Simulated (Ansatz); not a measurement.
# CoO: one change and its effect

System: CoO (F-43m, 2 atoms in the cell).
Method of run A: DFT PBEsol, scalar-relativistic, plane waves, PAW, spin-polarised (Ansatz 0.2.0).

The structure was built on a prototype by a generator; it need not be a known phase. Text and figures count atoms from 1; the logs count them from 0 in places.

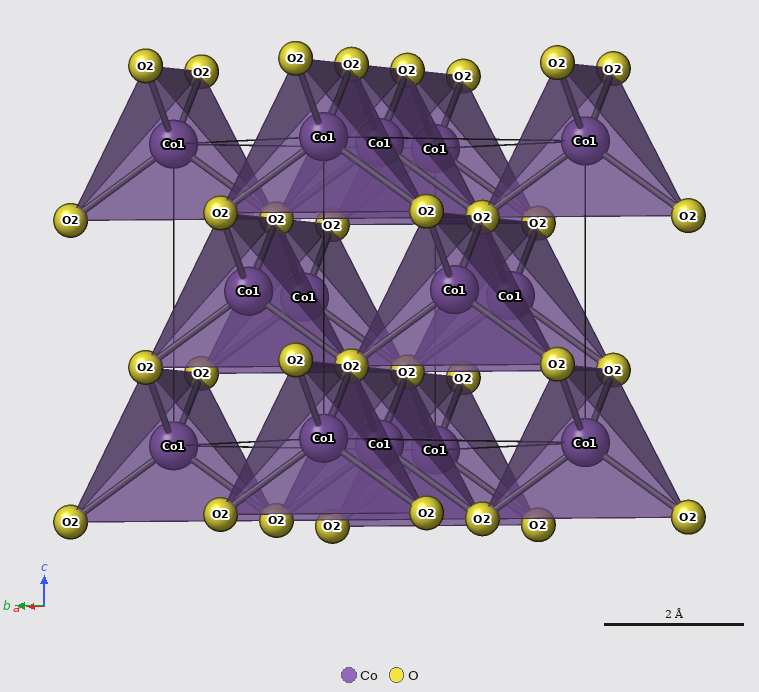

The input geometry (polyhedral view of the cell 4 times as large as that of the calculation, set on its symmetry axes, seen at an oblique angle; polyhedra are completed across the faces of the cell; atoms are numbered from 1 in the order of the input).

## Input, run A
```yaml
crystal:
  lattice:
    - [0.0, 2.174480496, 2.174480496]
    - [2.174480496, 0.0, 2.174480496]
    - [2.174480496, 2.174480496, 0.0]
  atoms:
    - { symbol: Co, position: [0.0, 0.0, 0.0] }
    - { symbol: O, position: [0.25, 0.25, 0.25] }
basis:
  ecutwfc: 420
kpoints:
  mp_grid: { grid: [16, 16, 16] }
hamiltonian:
  xc: pbesol
scf:
  occupations: { method: gaussian, width: 0.1 }
  lower_state_search: "off"
output:
  forces: true
  stress: true
  eigenvalues: true
magnetization:
  spin_polarized: true
  initial_magnetization: 0.0
  spin_locking: { lock_magnetization: hard }
```

Launched with:
```bash
ansatz run input.yaml --threads 1 --pin off --max-ram 2560MiB --backend cpu --events-out ev --progress --plain --runs-dir out
```

Hardware: 1 thread of Intel Xeon (Sapphire Rapids), 192 GiB of memory available, shared host.

## Output, shortened to warnings, some set-up lines, iterations and results (run A)
```
Warning: output.stress: scf.convergence.dr2_threshold = 1e-7 eV (the SCF's general default) is looser than the 2e-10 eV advised for a printed stress (1e-10 eV for each atom of the cell: 2). What an SCF threshold leaves in a stress goes as its square root, and in the free energy as the threshold itself, and one threshold admits the most on a small cell: of the crystals measured, under no hybrid …
Basis set: ecut = 420 eV, 411 PW (Γ), exchange–correlation on 48×48×48 points (8 copies of the dense FFT grid, shifted against one another)
Symmetry: 24 space group operations
k-points: 145 of 4096 (time reversal used)
Initial density: superposition of atomic densities (chi_scale 0.1, normalization cell, long waves kept (reshape's long-wave potential 0.00 eV rms))
[...]
SCF iter   1: F=—  HF=-5655.560381 eV  |F-HF|=—  |Δ(HF+E_count)|=         —  Δρ=1.94e-1 (↑1.94e-1 ↓1.94e-1)  dr2=2.44e1  dr2_m=0.00e0  M=0.000 μB ∫|m|=0.000 μB  β_m=0.30  …
SCF iter   2: F=—  HF=-5652.648610 eV  |F-HF|=—  |Δ(HF+E_count)|=    2.91e0  Δρ=5.09e-2 (↑5.09e-2 ↓5.09e-2)  dr2=6.80e-1  dr2_m=0.00e0  M=0.000 μB ∫|m|=0.000 μB  β_m=0.28  …
SCF iter   3: F=—  HF=-5652.448769 eV  |F-HF|=—  |Δ(HF+E_count)|=   2.00e-1  Δρ=2.90e-2 (↑2.90e-2 ↓2.90e-2)  dr2=2.06e-1  dr2_m=0.00e0  M=0.000 μB ∫|m|=0.000 μB  β_m=0.51  …
SCF iter   4: F=—  HF=-5652.421566 eV  |F-HF|=—  |Δ(HF+E_count)|=   2.72e-2  Δρ=9.54e-3 (↑9.54e-3 ↓9.54e-3)  dr2=3.88e-2  dr2_m=0.00e0  M=0.000 μB ∫|m|=0.000 μB  β_m=0.75  …
SCF iter   5: F=—  HF=-5652.429109 eV  |F-HF|=—  |Δ(HF+E_count)|=   7.54e-3  Δρ=6.14e-3 (↑6.14e-3 ↓6.14e-3)  dr2=2.55e-2  dr2_m=0.00e0  M=0.000 μB ∫|m|=0.000 μB  β_m=0.59  …
SCF iter   6: F=—  HF=-5652.425527 eV  |F-HF|=—  |Δ(HF+E_count)|=   3.58e-3  Δρ=2.45e-3 (↑2.45e-3 ↓2.45e-3)  dr2=3.56e-3  dr2_m=0.00e0  M=0.000 μB ∫|m|=0.000 μB  β_m=0.58  …
SCF iter   7: F=—  HF=-5652.424971 eV  |F-HF|=—  |Δ(HF+E_count)|=   5.55e-4  Δρ=2.33e-4 (↑2.33e-4 ↓2.33e-4)  dr2=4.50e-5  dr2_m=0.00e0  M=0.000 μB ∫|m|=0.000 μB  β_m=0.79  …
SCF iter   8: F=—  HF=-5652.424989 eV  |F-HF|=—  |Δ(HF+E_count)|=   1.72e-5  Δρ=2.67e-4 (↑2.67e-4 ↓2.67e-4)  dr2=4.90e-5  dr2_m=0.00e0  M=0.000 μB ∫|m|=0.000 μB  β_m=0.79  …
SCF iter   9: F=—  HF=-5652.424981 eV  |F-HF|=—  |Δ(HF+E_count)|=   8.04e-6  Δρ=3.21e-5 (↑3.21e-5 ↓3.21e-5)  dr2=5.82e-7  dr2_m=0.00e0  M=0.000 μB ∫|m|=0.000 μB  β_m=0.85  …
SCF iter  10: F=-5652.424980 eV  HF=-5652.424980 eV  |F-HF|=3.07e-9  |Δ(HF+E_count)|=   6.37e-8  Δρ=2.86e-6 (↑2.86e-6 ↓2.86e-6)  dr2=3.79e-9  dr2_m=0.00e0  M=0.000 μB …
SCF 1 converged in 10 iterations: F = -5652.424980 eV  dr2 = 3.79e-9
SCF converged after 10 iterations
Stability checked in part: among states of this total moment the steps that led to this state did not find it unstable. No probe was made; neither looks for a lower state of another moment (fixed_total_moment; see scf.lower_state_search)
Magnetization: 0.0000 μB (11.5000 up, 11.5000 down)
Absolute magnetization: 0.0000 μB (∫|ρ↑−ρ↓|)
Spin contamination: 0.0000 ħ² per cell (⟨S²⟩ above its minimum at these occupations)
Per-site moments (μB) at R_I (Å): [(0.0, 0.776801581697537), (0.0, 0.776801581697537)]
Free energy (F): -5652.424980 eV
Harris-Foulkes:  -5652.424980 eV  (|F-HF|=3.07e-9)
Internal energy: -5652.411307 eV  (E = F + TS)
E sigma→0 (E₀):  -5652.418143 eV
Entropy (-TS):   -0.013674 eV (-6.837 meV/atom)
Fermi energy:    12.951183 (↑ 12.951183, ↓ 12.951183) eV
--- Per-component energies (eV) ---
  E_band       = -333.400069
  E_kinetic    = 622.733672
  E_local      = -3722.725312  (includes V_loc(G=0)·N_el)
  E_nonlocal   = 512.683416
  E_hartree    = 1537.074274
  E_xc         = -227.565696
  E_vxc        = -294.053936  (∫ρ·V_xc dr)
  E_paw        = -1637.133726  (= ΣΔE_a)
  E_vpaw       = -526.191712  (= ΣTr[D̂ρ^β])
  E_aug_tail   = 0.002304  (compensation charges beyond the density's cutoff)
  E_ewald      = -2737.703947
  E_core_change = 0.223707  (= ΣΔE_core)
  E_smearing   = -0.013674  (= −TS)
  E_closure    = -0.000000  (closes the sum)
  Σ components = -5652.424980   (vs F -5652.424980, Δ=0.00e0)
--- Forces (eV/Å), atoms counted from 1 ---
  atom   1  Co    -0.00000000     0.00000000     0.00000000
  atom   2  O      0.00000000    -0.00000000    -0.00000000
  max |Σ_I F_I| component: 1.57e-16 eV/Å
--- Stress (GPa, compression-positive) ---
       -7.100977       0.000000       0.000000
       -0.000000      -7.100977      -0.000000
        0.000000      -0.000000      -7.100977
  P = ⅓ Tr σ = -7.1010 GPa (-71.010 kbar)
```

The input of run B differs as follows (lines with − go, lines with + come):
```diff
-  initial_magnetization: 0.0
+  initial_magnetization: 3.0
```

Predict how the results change.

The total moment is fixed by the input in run A and run B, so the state need not be the lowest. With the same functional and potentials, run B lies 28.5 meV per atom lower. The net moment of the cell goes from 0.00 to 3.00 μB. The pressure goes from −7.10 to 13.48 GPa. The number of SCF iterations is the same. On the same kind of shared host run B took about 1.9 times as long.

## Output, shortened to warnings, some set-up lines, iterations and results (run B)
```
Warning: output.stress: scf.convergence.dr2_threshold = 1e-7 eV (the SCF's general default) is looser than the 2e-10 eV advised for a printed stress (1e-10 eV for each atom of the cell: 2). What an SCF threshold leaves in a stress goes as its square root, and in the free energy as the threshold itself, and one threshold admits the most on a small cell: of the crystals measured, under no hybrid …
Basis set: ecut = 420 eV, 411 PW (Γ), exchange–correlation on 48×48×48 points (8 copies of the dense FFT grid, shifted against one another)
Symmetry: 24 space group operations
k-points: 145 of 4096 (time reversal used)
Initial density: superposition of atomic densities (chi_scale 0.1, normalization cell, long waves kept (reshape's long-wave potential 0.00 eV rms))
[...]
SCF iter   1: F=—  HF=-5654.194722 eV  |F-HF|=—  |Δ(HF+E_count)|=         —  Δρ=2.24e-1 (↑2.24e-1 ↓1.14e-1)  dr2=1.75e1  dr2_m=7.40e-1  M=3.000 μB ∫|m|=3.000 μB  β_m=0.30  …
SCF iter   2: F=—  HF=-5653.798587 eV  |F-HF|=—  |Δ(HF+E_count)|=   3.96e-1  Δρ=2.79e-1 (↑3.30e-2 ↓2.79e-1)  dr2=1.10e1  dr2_m=3.34e0  M=3.000 μB ∫|m|=3.001 μB  β_m=0.24  …
SCF iter   3: F=—  HF=-5652.039203 eV  |F-HF|=—  |Δ(HF+E_count)|=    1.76e0  Δρ=1.26e-1 (↑8.80e-2 ↓1.26e-1)  dr2=2.57e-1  dr2_m=2.11e0  M=3.000 μB ∫|m|=3.004 μB  β_m=0.26  …
SCF iter   4: F=—  HF=-5652.218584 eV  |F-HF|=—  |Δ(HF+E_count)|=   1.79e-1  Δρ=8.78e-2 (↑6.69e-2 ↓8.78e-2)  dr2=6.59e-2  dr2_m=1.10e0  M=3.000 μB ∫|m|=3.004 μB  β_m=0.53  …
SCF iter   5: F=—  HF=-5652.491522 eV  |F-HF|=—  |Δ(HF+E_count)|=   2.73e-1  Δρ=3.99e-2 (↑1.67e-2 ↓3.99e-2)  dr2=1.55e-1  dr2_m=1.21e-1  M=3.000 μB ∫|m|=3.009 μB  β_m=0.56  …
SCF iter   6: F=—  HF=-5652.482011 eV  |F-HF|=—  |Δ(HF+E_count)|=   9.51e-3  Δρ=6.46e-3 (↑6.46e-3 ↓5.78e-3)  dr2=6.50e-3  dr2_m=5.98e-3  M=3.000 μB ∫|m|=3.008 μB  β_m=0.74  …
SCF iter   7: F=—  HF=-5652.481825 eV  |F-HF|=—  |Δ(HF+E_count)|=   1.86e-4  Δρ=3.24e-3 (↑3.24e-3 ↓1.57e-3)  dr2=8.91e-4  dr2_m=9.54e-4  M=3.000 μB ∫|m|=3.007 μB  β_m=0.87  …
SCF iter   8: F=—  HF=-5652.481946 eV  |F-HF|=—  |Δ(HF+E_count)|=   1.21e-4  Δρ=6.23e-4 (↑6.23e-4 ↓4.55e-4)  dr2=2.09e-5  dr2_m=5.19e-5  M=3.000 μB ∫|m|=3.006 μB  β_m=0.94  …
SCF iter   9: F=—  HF=-5652.481948 eV  |F-HF|=—  |Δ(HF+E_count)|=   2.16e-6  Δρ=5.63e-5 (↑1.94e-5 ↓5.63e-5)  dr2=3.50e-7  dr2_m=2.55e-7  M=3.000 μB ∫|m|=3.006 μB  β_m=0.93  …
SCF iter  10: F=-5652.481948 eV  HF=-5652.481948 eV  |F-HF|=3.03e-8  |Δ(HF+E_count)|=   5.20e-8  Δρ=1.05e-5 (↑9.75e-6 ↓1.05e-5)  dr2=4.12e-8  dr2_m=1.50e-9  M=3.000 μB …
SCF 1 converged in 10 iterations: F = -5652.481948 eV  dr2 = 4.12e-8
SCF converged after 10 iterations
Stability checked in part: among states of this total moment the steps that led to this state did not find it unstable. No probe was made; neither looks for a lower state of another moment (fixed_total_moment; see scf.lower_state_search)
Magnetization: 3.0000 μB (13.0000 up, 10.0000 down)
Absolute magnetization: 3.0057 μB (∫|ρ↑−ρ↓|, with the PAW one-centre terms)
Spin contamination: 0.0105 ħ² per cell (⟨S²⟩ above its minimum at these occupations)
Per-site moments (μB) at R_I (Å): [(2.3411453736790944, 0.776801581697537), (0.3905484298644576, 0.776801581697537)]
Free energy (F): -5652.481948 eV
Harris-Foulkes:  -5652.481948 eV  (|F-HF|=3.03e-8)
Internal energy: -5652.475796 eV  (E = F + TS)
E sigma→0 (E₀):  -5652.478872 eV
Entropy (-TS):   -0.006152 eV (-3.076 meV/atom)
Fermi energy:    13.007996 (↑ 13.380450, ↓ 12.678548) eV
--- Per-component energies (eV) ---
  E_band       = -335.442207
  E_kinetic    = 622.133414
  E_local      = -3719.884253  (includes V_loc(G=0)·N_el)
  E_nonlocal   = 514.048742
  E_hartree    = 1534.190237
  E_xc         = -227.559984
  E_vxc        = -294.036479  (∫ρ·V_xc dr)
  E_paw        = -1637.926081  (= ΣΔE_a)
  E_vpaw       = -526.072080  (= ΣTr[D̂ρ^β])
  E_aug_tail   = 0.002369  (compensation charges beyond the density's cutoff)
  E_ewald      = -2737.703947
  E_core_change = 0.223707  (= ΣΔE_core)
  E_smearing   = -0.006152  (= −TS)
  E_closure    = -0.000000  (closes the sum)
  Σ components = -5652.481948   (vs F -5652.481948, Δ=0.00e0)
--- Forces (eV/Å), atoms counted from 1 ---
  atom   1  Co     0.00000000     0.00000000    -0.00000000
  atom   2  O      0.00000000    -0.00000000    -0.00000000
  max |Σ_I F_I| component: 9.71e-17 eV/Å
--- Stress (GPa, compression-positive) ---
       13.484998       0.000000      -0.000000
       -0.000000      13.484998       0.000000
       -0.000000       0.000000      13.484998
  P = ⅓ Tr σ = 13.4850 GPa (134.850 kbar)
```

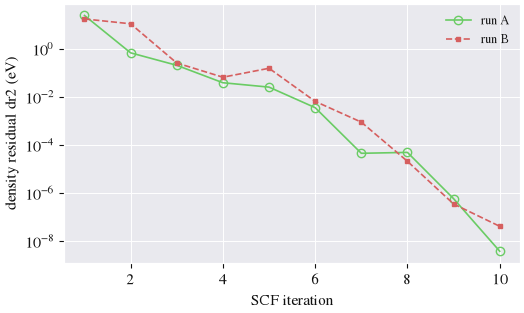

Convergence of the two runs: density residual dr2 against the SCF iteration. Run A takes 10 iterations in all, and run B takes 10.

## The two runs side by side

```csv
quantity,run A,run B
outcome,converged,converged
free energy per atom (eV),−2826.2125,−2826.2410
"energy per atom, smearing taken to zero (eV)",−2826.2091,−2826.2394
gap on the mesh (eV),0.00,0.00
net moment of the cell (μB),0.00,3.00
absolute moment of the cell (μB),0.00,3.01
pressure (GPa),−7.10,13.48
largest force (eV/Å),0.000,0.000
SCF iterations,10,10
irreducible k-points,145,145
plane waves at Γ,411,411
wall time (shared host),4.8 s,9.3 s
```

For both runs: Warnings: the SCF threshold is looser than advised for the printed stress. For run A: The cell is under a tension of 7.1 GPa at this level, so it is not at its equilibrium volume. For run B: The cell is under a pressure of 13.5 GPa at this level, so it is not at its equilibrium volume.
